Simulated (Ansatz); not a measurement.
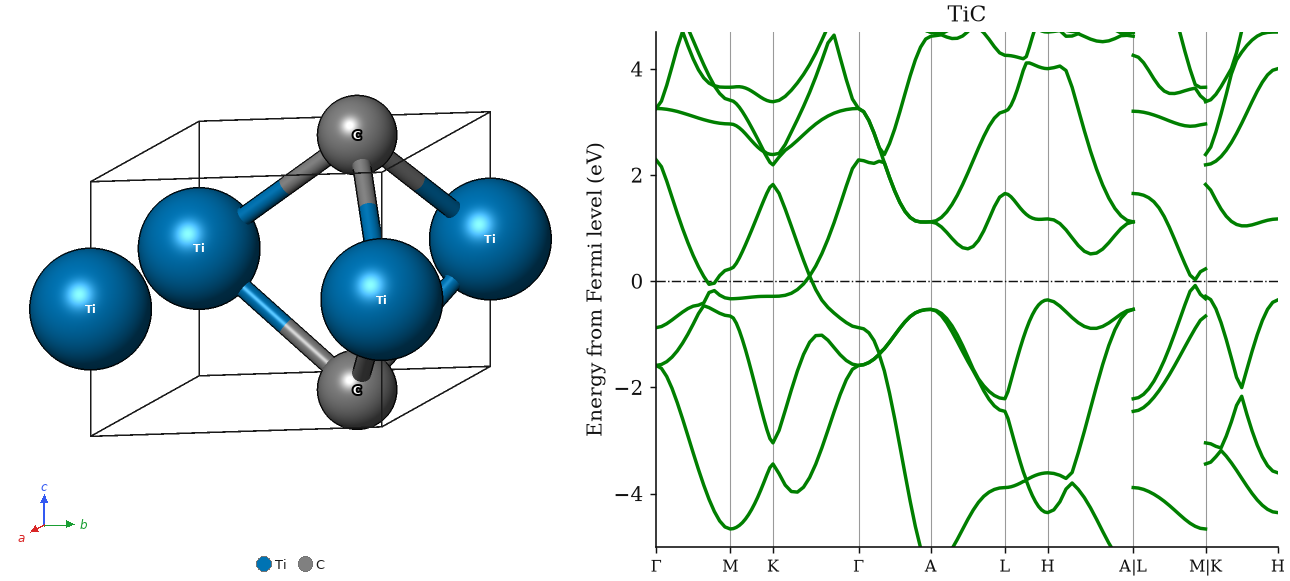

Band structure, beside the structure. Energies are counted from the Fermi level.

The material is TiC, space group P-6m2 (No. 187), 2 atoms in the cell; a = 3.042 Å, c = 2.698 Å (hexagonal axes).

Method: BLYP, Ansatz PAW, no spin polarisation, no spin-orbit coupling, 10×10×10 k mesh, 420 eV cutoff, Fermi-Dirac smearing of 0.05 eV (Ansatz).

Question: Metal, semiconductor or insulator?

Answer: A metal: bands cross the Fermi level along this path.

Question: Which levels at A lie nearest to the Fermi level?

Answer: At A the nearest levels lie 0.53 eV below and 1.12 eV above the Fermi level.

The bands overlap only a little at an even electron count, and semilocal functionals can close small gaps, so the real material need not be a metal. The PAW data sets were made with another functional. The cell is at 7 GPa in this functional. The usual form of TiC is rocksalt. Bands are joined in order of energy, so crossings between the computed points show as kinks or gaps.
